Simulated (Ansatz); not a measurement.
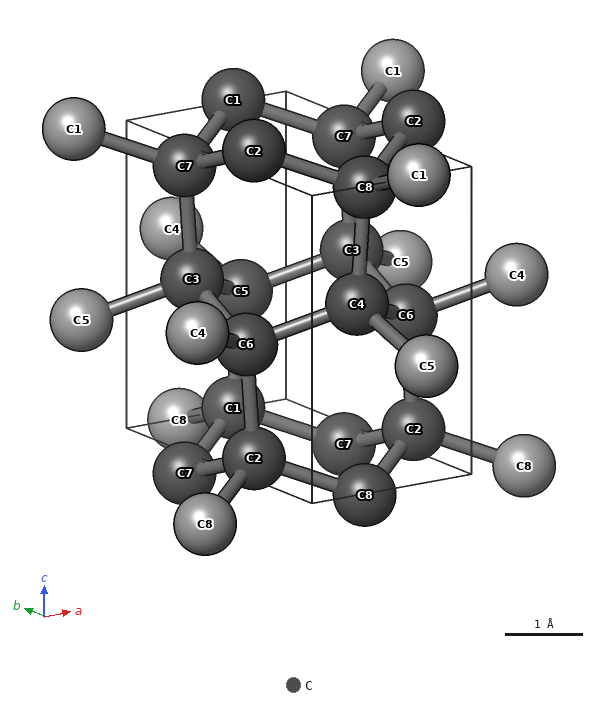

*The structure (ball-and-stick view of the cell of the calculation, set on other vectors, seen at an oblique angle; neighbours outside the cell are drawn fainter; atoms are numbered from 1 in the order of the input). An atom can appear more than once, as a periodic image.*

Near neighbours in the periodic cell (some may lie outside the picture): C has 4 C at 1.54 to 1.57 Å.

**C: single-point calculation**

The run: single-point calculation of C (Pbcn, 8 atoms in the cell). Method and program: DFT PBE, scalar-relativistic, plane waves, PAW, PAW set soft_1, no spin polarisation (Ansatz 0.2.0).

The structure derives from an entry of the Crystallography Open Database. Figures and captions count atoms from 1; the log counts them from 0 in places.

### Output
```
Engine: ansatz 0.2.0, aarch64-unknown-linux-gnu
Pseudopotentials: kind: paw
Pseudopotential: C, paw, valence charge 4, recommended cutoff 420 eV (normal), [file]
Functional definition: PBE
  parameter kappa = 0.804
  parameter beta = 0.06672455060314922
  exchange = pbe_x(kappa = kappa, mu = beta*pi^2/3)
  correlation = pbe_c(beta = beta)
Crystal: 8 atoms, lattice volume = 45.675 Å³
Basis set: ecut = 520 eV, 1235 PW (Γ), exchange–correlation on 40×64×72 points (8 copies of the dense FFT grid, shifted against one another)
Bands: 24, of which v1, the nominal top of the filled ones, is band 16 counted from 1 (15 counted from 0)
Symmetry: 8 space group operations
Space group: Pbcn (ITA 60), of the structure as read, at distance tolerance 3.6e-5 Å
k-points: 96 of 360
Non-local potential: C, projectors of the file, l = 0: 2, l = 1: 2, l = 2: 1
PAW form: soft (Blöchl's): semilocal exchange-correlation on the pseudo side does not see the compensation charge
PAW one-centre angular grid: C, 110 points (default); XC on 64 Gauss nodes
Initial density: superposition of atomic densities (chi_scale 0.1, normalization cell)
Initial wavefunctions: pseudopotential atomic-orbital guess
Functional: x = pbe(κ = 0.804, μ = 0.2195149727645171), c = pbe(β = 0.06672455060314922)
SCF iter   1: F=—  HF=-2008.057726 eV  |F-HF|=—  |Δ(HF+E_count)|=         —  Δρ=1.36e-1  dr2=6.01e0  ethr=3.10e-3  ⟨swp⟩=5.8  Hψ=10559  notcnv=0
preconditioner: auto → none  [insulator: Δε(μ)=4.371 eV  Ē_g=16.891 eV  σ=0.050 eV  W_gap=1.00  n_scr=10 (ndim 8)  ℏωp=31.1 eV  f_vac=0.000  D(μ)=0.00/eV (n_scr^D=0)  ε∞_Penn≈4.4]
SCF iter   2: F=—  HF=-2006.106036 eV  |F-HF|=—  |Δ(HF+E_count)|=    1.95e0  Δρ=5.45e-2  dr2=8.40e-1  ethr=3.10e-3  ⟨swp⟩=2.9  Hψ=5418  notcnv=0  defer=298
SCF iter   3: F=—  HF=-2005.904252 eV  |F-HF|=—  |Δ(HF+E_count)|=   2.02e-1  Δρ=5.99e-3  dr2=5.30e-3  ethr=2.62e-3  ⟨swp⟩=2.8  Hψ=3914  notcnv=0  defer=298
SCF iter   4: F=—  HF=-2005.906135 eV  |F-HF|=—  |Δ(HF+E_count)|=   1.88e-3  Δρ=2.71e-4  dr2=1.25e-5  ethr=1.66e-5  ⟨swp⟩=2.4  Hψ=3427  notcnv=0  defer=298
SCF iter   5: F=—  HF=-2005.906155 eV  |F-HF|=—  |Δ(HF+E_count)|=   2.02e-5  Δρ=3.18e-5  dr2=1.20e-7  ethr=3.90e-8  ⟨swp⟩=2.0  Hψ=3650  notcnv=0  defer=298
SCF iter   6: F=-2005.906155 eV  HF=-2005.906155 eV  |F-HF|=2.34e-10  |Δ(HF+E_count)|=   2.87e-7  Δρ=1.71e-6  dr2=1.08e-9  ethr=3.13e-10  ⟨swp⟩=15.0  Hψ=17136  notcnv=0
SCF 1 converged in 6 iterations: F = -2005.906155 eV  dr2 = 1.08e-9
  greatest PAW one-centre occupation: 0.646 electrons in one spin orbital (limit 2), on the C atom at site 6 (counted from 0), in its partial waves of l = 0
SCF converged after 6 iterations
Free energy (F): -2005.906155 eV
Harris-Foulkes:  -2005.906155 eV  (|F-HF|=2.34e-10)
Internal energy: -2005.906155 eV  (E = F + TS)
E sigma→0 (E₀):  -2005.906155 eV
Fermi energy:    15.208618 eV
--- Per-component energies (eV) ---
  E_band       = 137.946908
  E_kinetic    = 716.459192
  E_local      = -444.207672  (includes V_loc(G=0)·N_el)
  E_nonlocal   = 183.630759
  E_hartree    = 106.955486
  E_xc         = -381.112659
  E_vxc        = -470.656122  (∫ρ·V_xc dr)
  E_paw        = -799.445154  (= ΣΔE_a)
  E_vpaw       = -61.189750  (= ΣTr[D̂ρ^β])
  E_aug_tail   = 0.000015  (compensation charges beyond the density's cutoff)
  E_ewald      = -1388.186122
  E_smearing   = -0.000000  (= −TS)
  E_closure    = 0.000000  (closes the sum)
  Σ components = -2005.906155   (vs F -2005.906155, Δ=0.00e0)
--- Forces (eV/Å), atoms counted from 1 ---
  atom   1  C      1.54734106     0.03604050     0.02602306
  atom   2  C     -1.54734106     0.03604050     0.02602306
  atom   3  C     -1.54734106    -0.03604050     0.02602306
  atom   4  C      1.54734106    -0.03604050     0.02602306
  atom   5  C     -1.54734106     0.03604050    -0.02602306
  atom   6  C      1.54734106     0.03604050    -0.02602306
  atom   7  C      1.54734106    -0.03604050    -0.02602306
  atom   8  C     -1.54734106    -0.03604050    -0.02602306
  max |Σ_I F_I| component: 6.94e-18 eV/Å
--- Stress (GPa, compression-positive) ---
       -1.519214       0.000000       0.000000
        0.000000       0.405433       0.000000
        0.000000       0.000000       0.284915
  P = ⅓ Tr σ = -0.2763 GPa (-2.763 kbar)
--- Band table (eV; the first three rows and the last of 96) ---
  k-point 0: bands = ["-8.1888", "-2.9672", "-2.6470", "-1.1172", "-0.0814", "2.1760", "3.5623", "4.3313", "7.1484", "7.6652", "10.3714", "10.4457", "10.5097", "13.1110", "13.1851", "13.5644", "18.3366", "18.5052", "18.5170", "18.8274", "21.2849", "21.5203", "21.6889", "21.8677"]
  k-point 1: bands = ["-8.0168", "-4.0664", "-2.4920", "0.0787", "0.2036", "1.0993", "3.7720", "4.8764", "7.3020", "8.3723", "9.6271", "10.1074", "10.5354", "12.8354", "12.8544", "12.9284", "18.3478", "18.6369", "18.9386", "19.1253", "21.5797", "21.6223", "21.6624", "22.0465"]
  k-point 2: bands = ["-7.5028", "-5.4881", "-2.0286", "-0.2054", "0.5472", "1.7550", "3.3499", "6.8671", "7.6224", "7.7477", "9.3371", "9.7169", "10.9327", "11.1285", "12.1544", "12.3043", "18.4223", "18.6703", "19.7336", "19.9039", "21.1191", "21.3871", "22.4067", "23.2266"]
  k-point 95: bands = ["-1.4570", "-1.4570", "-1.4570", "-1.4570", "0.5716", "0.5716", "0.5716", "0.5716", "8.4884", "8.4884", "8.4884", "8.4884", "8.7777", "8.7777", "8.7777", "8.7777", "19.2405", "19.2405", "19.2405", "19.2405", "19.9446", "19.9446", "19.9446", "19.9446"]
```

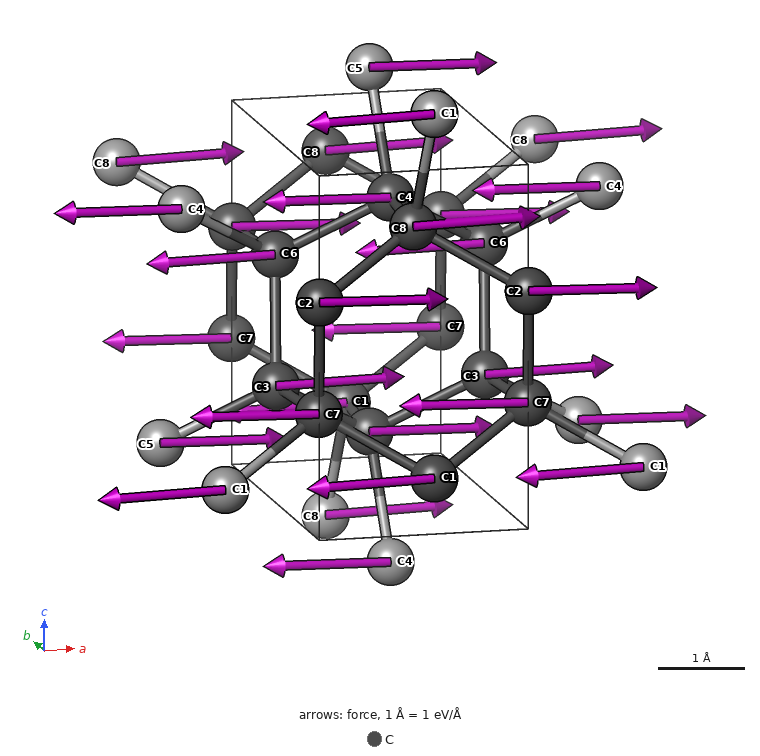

*Forces on the atoms as pink arrows (ball-and-stick view of the cell of the calculation, seen slightly off an axis; neighbours outside the cell are drawn fainter; atoms are numbered from 1 in the order of the input).*

The largest act on all 8 C atoms (1.55 eV/Å). The geometry is not a stationary point of this energy.

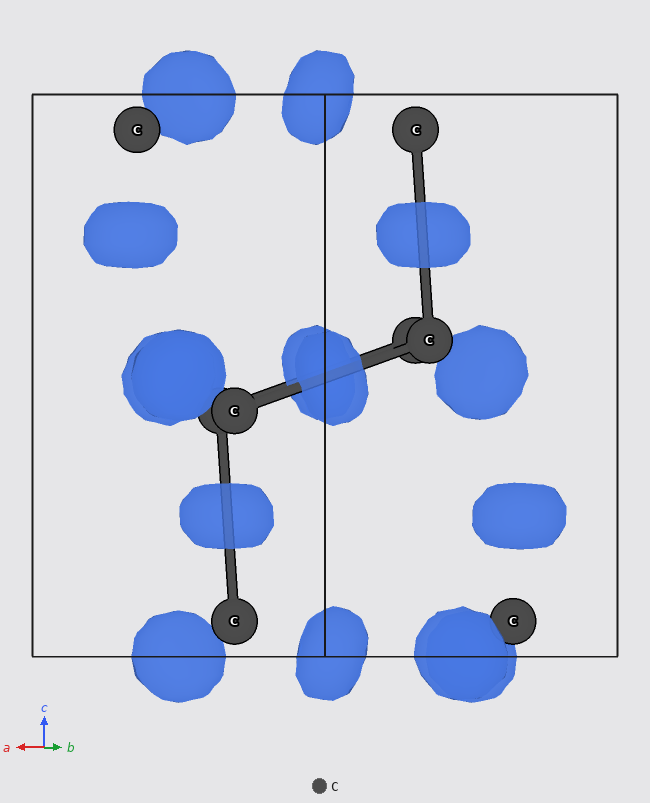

*Isosurface of the electron localisation function at 0.85 (blue), seen along [110]. Only the valence region is drawn (cores and ρ < 0.01 e/Å³ removed). Sticks mark near contacts. The outline is the cell set on symmetry axes.*

Values along the shortest contacts: In a PAW calculation such maps are meaningful between the atoms, not at the nuclei.

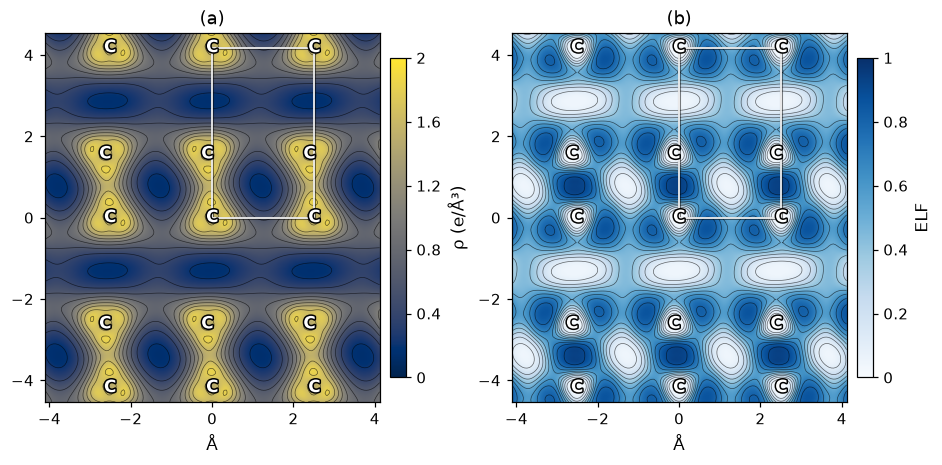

*(a) valence pseudo-density; (b) electron localisation function on the (010) plane of the conventional cell.*

The section cuts through C sites. Away from the nuclei the density in this plane falls to 0.14 e/Å³ at its lowest.

This output came from the following input.

### Input file
```yaml
crystal:
  lattice:
    - [-2.5116408742, 0.0, 0.0]
    - [0.0, 0.0, -4.1802949113]
    - [0.0, -4.3502896045, 0.0]
  atoms:
    - { symbol: C, position: [0.5238887656, 0.9372685928, 0.1666666667] }
    - { symbol: C, position: [-0.0238887656, 0.9372685928, 0.6666666667] }
    - { symbol: C, position: [-0.0238887656, 0.4372685928, 0.3333333333] }
    - { symbol: C, position: [0.5238887656, 0.4372685928, 0.8333333333] }
    - { symbol: C, position: [0.4761112344, 0.5627314072, 0.1666666667] }
    - { symbol: C, position: [0.0238887656, 0.5627314072, 0.6666666667] }
    - { symbol: C, position: [0.0238887656, 0.0627314072, 0.3333333333] }
    - { symbol: C, position: [0.4761112344, 0.0627314072, 0.8333333333] }
basis:
  ecutwfc: 520.0
kpoints:
  mp_grid: { grid: [10, 6, 6] }
hamiltonian:
  xc: pbe
  pseudopotentials: { kind: paw, azcp: { folder: soft_1 } }
scf:
  occupations: { method: gaussian, width: 0.05 }
output:
  forces: true
  stress: true
  eigenvalues: true
  write_density: true
  write_potential: true
  elf: true
  volumetric_format: npy
```

Launch command:
```bash
ansatz run input.yaml --threads 2 --pin off --max-ram 4096MiB --backend cpu --events-out ev --progress --plain --runs-dir out
```

### Key numbers

```csv
quantity,value
outcome,converged
space group (tolerance 0.01 Å),Pbcn (60)
electrons treated,32
free energy,−2005.9062 eV
Fermi energy,15.209 eV
gap on the k-point mesh,3.29 eV
pressure,−0.28 GPa
largest force (length of the vector),1.548 eV/Å
hardware,"2 threads of Arm Neoverse N1, 98 GiB of memory available, shared host"
wall time,9.5 s (CPU time 18 s)
peak memory,0.38 GiB
```
